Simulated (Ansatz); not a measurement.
# Cd3Se: what the fields show

```
Cd Se
1.0
     4.08191    0.00000    0.00000
     0.00000    4.08191    0.00000
     0.00000    0.00000   12.17416
Cd Se
6 2
Cartesian
  0.0000 0.0000 6.0871
  2.0410 2.0410 0.0000
  2.0410 0.0000 3.0435
  0.0000 2.0410 9.1306
  0.0000 2.0410 3.0435
  2.0410 0.0000 9.1306
  0.0000 0.0000 0.0000
  2.0410 2.0410 6.0871
```

Space group I4/mmm; a structure from a database of computed crystals, not necessarily the ambient phase; computed pressure about −2 GPa in this cell.

Theory: Kohn-Sham DFT of a periodic cell, r2SCAN, Ansatz PAW in Ansatz.

The density is the valence pseudo-density of a PAW calculation; it isn't the true density close to the nuclei.

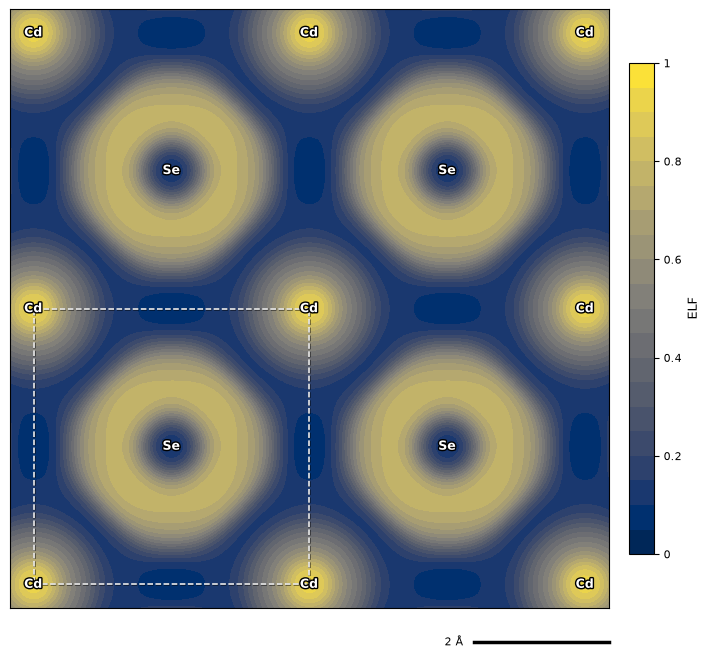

Figure 1. Electron localisation function on the (001) plane of the conventional cell.

Question: Read the bonding off the picture.

Answer: The plane passes through Cd and Se nuclei.
Cd–Se (2.89 Å): the ELF is about 0.30 at the midpoint and 0.15 at its lowest between the atoms.
The features right at Cd lie inside the PAW spheres, where the map follows smoothed inner orbitals and isn't to be read closely.

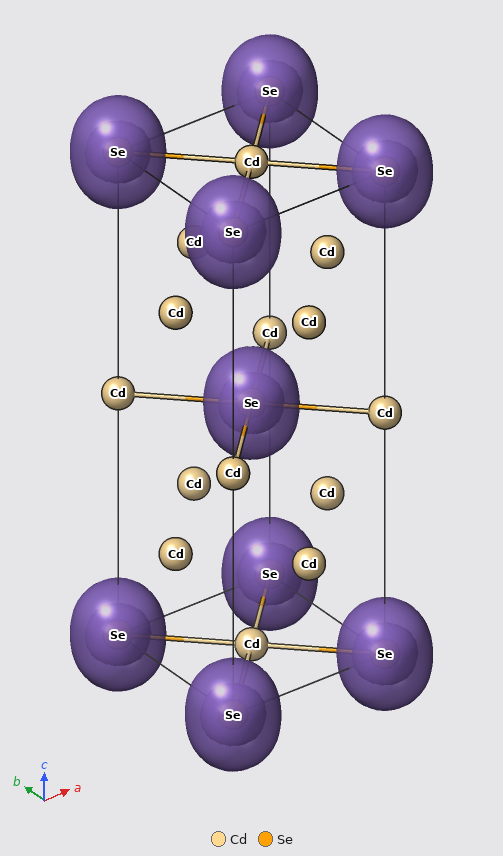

Figure 2. Isosurface of the electron localisation function at 0.75 (purple), seen at an oblique angle. Only the valence region is drawn (cores and ρ < 0.01 e/Å³ removed). Sticks mark near contacts.

Question: What do the ELF domains correspond to?

Answer: The surface consists of two regions wrapped around Se (the valence shell of each), counted in one cell of 8 atoms. Regions shared between cells count once.

Question: Does the calculation make it a metal, or give it a gap?

Answer: It is metallic or semimetallic at this level of theory: no gap opens.
